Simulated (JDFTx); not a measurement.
## Single-point calculation at one volume of an equation of state of CoO

- system: CoO (R3m, 2 atoms in the cell)
- method: Kohn-Sham DFT of a periodic cell, PBEsol, PseudoDojo-SR-PBEsol-0.4.1-standard, spin-polarised (JDFTx 1.7.0 (patched build))

The structure derives from a Materials Project entry. It belongs to a series of runs on one base structure; here: volume scaled by 0.96.

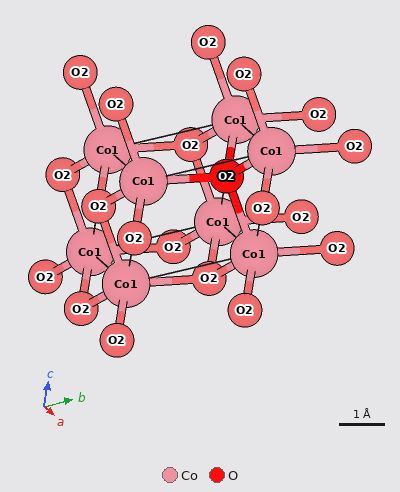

Figure 1. The structure as given in the input (ball-and-stick view of the cell of the calculation, seen slightly off an axis; neighbours outside the cell are drawn fainter; atoms are numbered from 1 in the order of the input). An atom can appear more than once, as a periodic image. Near neighbours in the periodic cell (some may lie outside the picture): Co has 4 O at 1.88 to 1.94 Å; O has 4 Co at 1.88 to 1.94 Å.

## Input
```
lattice \
    2.9868360450    -2.9868360450     0.0000000000 \
    1.7244505946     1.7244505946    -3.4489011892 \
    4.7843794990     4.7843794990     4.7843794990
coords-type Lattice
ion Co     0.9989783200     0.9989783200     0.9989783200 1
ion O      0.7510210300     0.7510210300     0.7510210300 1

ion-species pseudo/Co.upf
ion-species pseudo/O.upf
elec-cutoff 48 384
elec-ex-corr gga-PBEsol
kpoint-folding 10 10 10
elec-smearing Fermi 0.0018374661
elec-n-bands 19
spintype z-spin
initial-magnetic-moments Co 2
elec-initial-magnetization 2 no
electronic-SCF nIterations 100 energyDiffThreshold 1e-09
electronic-minimize nIterations 30 energyDiffThreshold 1e-7
forces-output-coords Cartesian

dump-name run.$VAR
dump End Ecomponents EigStats BandEigs Kpoints Forces Stress ElecDensity Dtot
```

Hardware: 1 thread of Intel Xeon (Granite Rapids), 64 GiB of memory available, shared host.

Command:
```bash
jdftx -c 1 -i CoO.in -o CoO.out
```

## Log
```
*************** JDFTx 1.7.0 (patched build) ***************

Input parsed successfully to the following command list (including defaults):
[... the input with its defaults ...]

---------- Setting up symmetries ----------

Found 12 point-group symmetries of the bravais lattice
Found 6 space-group symmetries with basis
Applied RMS atom displacement 0 bohrs to make symmetries exact.

---------- Initializing the Grid ----------
R =
[      2.98684     -2.98684            0  ]
[      1.72445      1.72445      -3.4489  ]
[      4.78438      4.78438      4.78438  ]
unit cell volume = 147.856
G =
[    1.05181   0.607264   0.437757  ]
[   -1.05181   0.607264   0.437757  ]
[ 2.77681e-17   -1.21453   0.437757  ]
Minimum fftbox size, Smin = [  56  56  56  ]
Chosen fftbox size, S = [  56  56  56  ]

---------- Initializing tighter grid for wavefunction operations ----------
R =
[      2.98684     -2.98684            0  ]
[      1.72445      1.72445      -3.4489  ]
[      4.78438      4.78438      4.78438  ]
unit cell volume = 147.856
G =
[    1.05181   0.607264   0.437757  ]
[   -1.05181   0.607264   0.437757  ]
[ 2.77681e-17   -1.21453   0.437757  ]
Minimum fftbox size, Smin = [  40  40  40  ]
Chosen fftbox size, S = [  40  40  40  ]

---------- Exchange Correlation functional ----------
Initalized PBEsol GGA exchange.
Initalized PBEsol GGA correlation.

---------- Setting up pseudopotentials ----------
Width of ionic core gaussian charges (only for fluid interactions / plotting) set to 0

Reading pseudopotential file 'pseudo/Co.upf':
  'Co' pseudopotential, 'PBESOL' functional
  Generated using ONCVPSP code by D. R. Hamann
  17 valence electrons, 4 orbitals, 6 projectors, 1001 radial grid points, with lMax = 2
    3S    l: 0   occupation:  2.0   eigenvalue: -3.753490
    3P    l: 1   occupation:  6.0   eigenvalue: -2.407467
    3D    l: 2   occupation:  7.0   eigenvalue: -0.302441
    4S    l: 0   occupation:  2.0   eigenvalue: -0.201732
  Core radius for overlap checks: 1.60 bohrs.

Reading pseudopotential file 'pseudo/O.upf':
  'O' pseudopotential, 'PBESOL' functional
  Generated using ONCVPSP code by D. R. Hamann
  6 valence electrons, 2 orbitals, 5 projectors, 936 radial grid points, with lMax = 2
    2S    l: 0   occupation:  2.0   eigenvalue: -0.874950
    2P    l: 1   occupation:  4.0   eigenvalue: -0.329796
  Core radius for overlap checks: 1.39 bohrs.

Initialized 2 species with 2 total atoms.

Folded 1 k-points by 10x10x10 to 1000 k-points.

---------- Setting up k-points, bands, fillings ----------
Adding inversion symmetry to k-mesh for non-inversion-symmetric unit cell.
Reduced to 116 k-points under symmetry.
Computing the number of bands and number of electrons
Calculating initial fillings.
nElectrons:  23.000000   nBands: 19   nStates: 232

----- Setting up reduced wavefunction bases (one per k-point) -----
average nbasis = 2348.297 , ideal nbasis = 2348.523

---------- Setting up ewald sum ----------
Optimum gaussian width for ewald sums = 1.904197 bohr.
Real space sum over 1331 unit cells with max indices [  5  5  5  ]
Reciprocal space sum over 2197 terms with max indices [  6  6  6  ]

---------- Allocating electronic variables ----------
Initializing wave functions:  linear combination of atomic orbitals
Note: number of bands (19) exceeds available atomic orbitals (14)
Co (M=2) pseudo-atom majority spin occupations:   s ( 1 0.5 )  p ( 3 )  d ( 5 )
Co (M=2) pseudo-atom minority spin occupations:   s ( 1 0 )  p ( 3 )  d ( 3.5 )
O pseudo-atom occupations:   s ( 2 )  p ( 4 )
	FillingsUpdate:  mu: +1.003429666  nElectrons: 23.000000  magneticMoment: [ Abs: 0.09858  Tot: +0.09444 ]
LCAOMinimize: Iter:   0  F: -150.8807742139253207  |grad|_K:  1.265e-02  alpha:  1.000e+00
	FillingsUpdate:  mu: +1.000206538  nElectrons: 23.000000  magneticMoment: [ Abs: 0.20079  Tot: +0.20079 ]
LCAOMinimize: Iter:   1  F: -155.1053644300163512  |grad|_K:  9.153e-03  alpha:  3.051e-01  linmin: -1.878e-01  cgtest:  5.728e-01
LCAOMinimize: 	Predicted alpha/alphaT>3.000000, increasing alphaT to 9.152881e-01.
[... 33 lines of inner loops ...]
LCAOMinimize: Iter:  15  F: -158.3328260890148442  |grad|_K:  2.465e-06  alpha:  1.038e+00  linmin: -9.374e-06  cgtest: -1.461e-03
	FillingsUpdate:  mu: +0.452950803  nElectrons: 23.000000  magneticMoment: [ Abs: 2.53514  Tot: +2.53032 ]
LCAOMinimize: Iter:  16  F: -158.3328261761782585  |grad|_K:  7.612e-07  alpha:  3.421e-01  linmin: -5.615e-04  cgtest:  6.497e-03
LCAOMinimize: Converged (|Delta F|<1.000000e-06 for 2 iters).

-------- Electronic minimization -----------
Will mix electronic density at each iteration.
	FillingsUpdate:  mu: +0.452950803  nElectrons: 23.000000  magneticMoment: [ Abs: 2.53514  Tot: +2.53032 ]
	FillingsUpdate:  mu: +0.449769024  nElectrons: 23.000000  magneticMoment: [ Abs: 2.53514  Tot: +2.53032 ]
SCF: Cycle:  0   F: -158.366546745572776   dF: -3.372e-02   |Residual|: 1.033e-01   |deigs|: 6.128e-02
	FillingsUpdate:  mu: +0.429610513  nElectrons: 23.000000  magneticMoment: [ Abs: 2.53561  Tot: +2.52784 ]
SCF: Cycle:  1   F: -158.371080921728833   dF: -4.534e-03   |Residual|: 3.225e-02   |deigs|: 2.042e-02
	FillingsUpdate:  mu: +0.434257212  nElectrons: 23.000000  magneticMoment: [ Abs: 2.54796  Tot: +2.54153 ]
SCF: Cycle:  2   F: -158.371262067097774   dF: -1.811e-04   |Residual|: 3.089e-02   |deigs|: 5.008e-03
	FillingsUpdate:  mu: +0.433500308  nElectrons: 23.000000  magneticMoment: [ Abs: 2.59326  Tot: +2.58883 ]
SCF: Cycle:  3   F: -158.371689690539910   dF: -4.276e-04   |Residual|: 1.228e-02   |deigs|: 1.930e-03
	FillingsUpdate:  mu: +0.434961483  nElectrons: 23.000000  magneticMoment: [ Abs: 2.66011  Tot: +2.65171 ]
SCF: Cycle:  4   F: -158.371719873107196   dF: -3.018e-05   |Residual|: 4.348e-03   |deigs|: 1.279e-03
	FillingsUpdate:  mu: +0.435038743  nElectrons: 23.000000  magneticMoment: [ Abs: 2.67662  Tot: +2.66748 ]
SCF: Cycle:  5   F: -158.371724086139636   dF: -4.213e-06   |Residual|: 1.839e-03   |deigs|: 2.744e-04
	FillingsUpdate:  mu: +0.435045782  nElectrons: 23.000000  magneticMoment: [ Abs: 2.67811  Tot: +2.66887 ]
SCF: Cycle:  6   F: -158.371724403031294   dF: -3.169e-07   |Residual|: 5.919e-04   |deigs|: 5.580e-05
	FillingsUpdate:  mu: +0.435055614  nElectrons: 23.000000  magneticMoment: [ Abs: 2.67805  Tot: +2.66864 ]
SCF: Cycle:  7   F: -158.371724459109231   dF: -5.608e-08   |Residual|: 2.308e-04   |deigs|: 5.768e-05
	FillingsUpdate:  mu: +0.435071347  nElectrons: 23.000000  magneticMoment: [ Abs: 2.67802  Tot: +2.66862 ]
SCF: Cycle:  8   F: -158.371724490543698   dF: -3.143e-08   |Residual|: 1.215e-04   |deigs|: 6.931e-05
	FillingsUpdate:  mu: +0.435084415  nElectrons: 23.000000  magneticMoment: [ Abs: 2.67789  Tot: +2.66850 ]
SCF: Cycle:  9   F: -158.371724497587962   dF: -7.044e-09   |Residual|: 3.738e-05   |deigs|: 3.455e-05
	FillingsUpdate:  mu: +0.435084998  nElectrons: 23.000000  magneticMoment: [ Abs: 2.67793  Tot: +2.66855 ]
SCF: Cycle: 10   F: -158.371724498897237   dF: -1.309e-09   |Residual|: 1.579e-05   |deigs|: 2.322e-05
	FillingsUpdate:  mu: +0.435086146  nElectrons: 23.000000  magneticMoment: [ Abs: 2.67795  Tot: +2.66856 ]
SCF: Cycle: 11   F: -158.371724499252053   dF: -3.548e-10   |Residual|: 7.180e-06   |deigs|: 4.336e-05
	FillingsUpdate:  mu: +0.435086668  nElectrons: 23.000000  magneticMoment: [ Abs: 2.67796  Tot: +2.66857 ]
SCF: Cycle: 12   F: -158.371724499358066   dF: -1.060e-10   |Residual|: 5.949e-06   |deigs|: 3.047e-05
SCF: Converged (|Delta E|<1.000000e-09 for 2 iters).

Setting wave functions to eigenvectors of Hamiltonian

# Stress tensor in Cartesian coordinates [Eh/a0^3]:
[  0.000176706            0            0  ]
[            0  0.000176706            0  ]
[            0            0 -1.50783e-05  ]

# Ionic positions in lattice coordinates:
ion Co   0.998978320000000   0.998978320000000   0.998978320000000 1
ion O   0.751021030000000   0.751021030000000   0.751021030000000 1

# Forces in Cartesian coordinates:
force Co   0.000000000000000   0.000000000000000   0.005008306455395 1
force O   0.000000000000000   0.000000000000000  -0.005022440657408 1

# Energy components:
   Eewald =      -98.4854114844004016
       EH =       51.5086709302464740
     Eloc =     -147.6704400317767920
      Enl =      -21.7609575897928629
      Exc =      -31.9250077162854495
 Exc_core =       10.9079091131430701
       KE =       79.0543448708567809
-------------------------------------
     Etot =     -158.3708919080091846
       TS =        0.0008325913488820
-------------------------------------
        F =     -158.3717244993580664

IonicMinimize: Iter:   0  F: -158.371724499358066  |grad|_K:  2.896e-03
IonicMinimize: None of the convergence criteria satisfied after 0 iterations.

#--- Lowdin population analysis ---
# oxidation-state Co +1.057
# magnetic-moments Co +2.254
# oxidation-state O -0.895
# magnetic-moments O +0.413

Dumping 'run.eigStats' ...
	eMin: -3.095737 at state 0 ( [ +0.000000 +0.000000 +0.000000 ] spin 1 )
	HOMO: +0.435033 at state 199 ( [ +0.200000 +0.300000 -0.300000 ] spin -1 )
	mu  : +0.435087
	LUMO: +0.435209 at state 14 ( [ +0.000000 +0.100000 -0.100000 ] spin 1 )
	eMax: +1.330113 at state 206 ( [ +0.200000 +0.500000 +0.500000 ] spin -1 )
	HOMO-LUMO gap: +0.000176
	Optical gap  : +0.004120 at state 177 ( [ +0.100000 +0.500000 +0.500000 ] spin -1 )
Done!
```

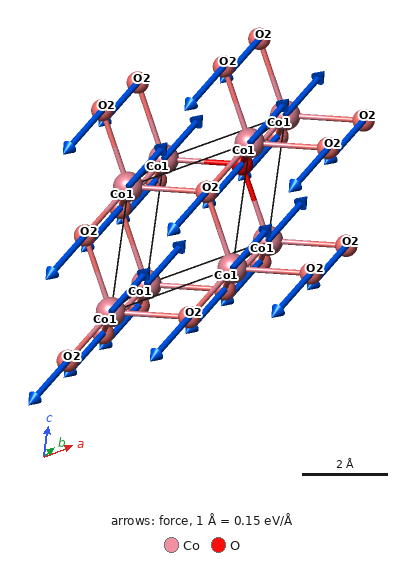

Figure 2. Forces on the atoms as blue arrows (ball-and-stick view of the cell of the calculation, seen slightly off an axis; neighbours outside the cell are drawn fainter; atoms are numbered from 1 in the order of the input). The largest act on O2 (0.26 eV/Å); Co1 (0.26 eV/Å). The geometry is not a stationary point of this energy.

## Results in brief

```json
{"quantity": "outcome", "value": "converged"}
{"quantity": "space group (tolerance 0.01 Å)", "value": "R3m (160)"}
{"quantity": "electrons treated", "value": "23"}
{"quantity": "free energy", "value": "−4309.5142 eV"}
{"quantity": "Fermi energy", "value": "11.839 eV"}
{"quantity": "gap on the k-point mesh", "value": "none (metallic)"}
{"quantity": "net moment of the cell", "value": "2.67 μB"}
{"quantity": "integrated absolute moment", "value": "2.68 μB"}
{"quantity": "pressure", "value": "−3.32 GPa"}
{"quantity": "largest force (length of the vector)", "value": "0.258 eV/Å"}
{"quantity": "wall time", "value": "6.3 min"}
{"quantity": "peak memory", "value": "0.47 GiB"}
```
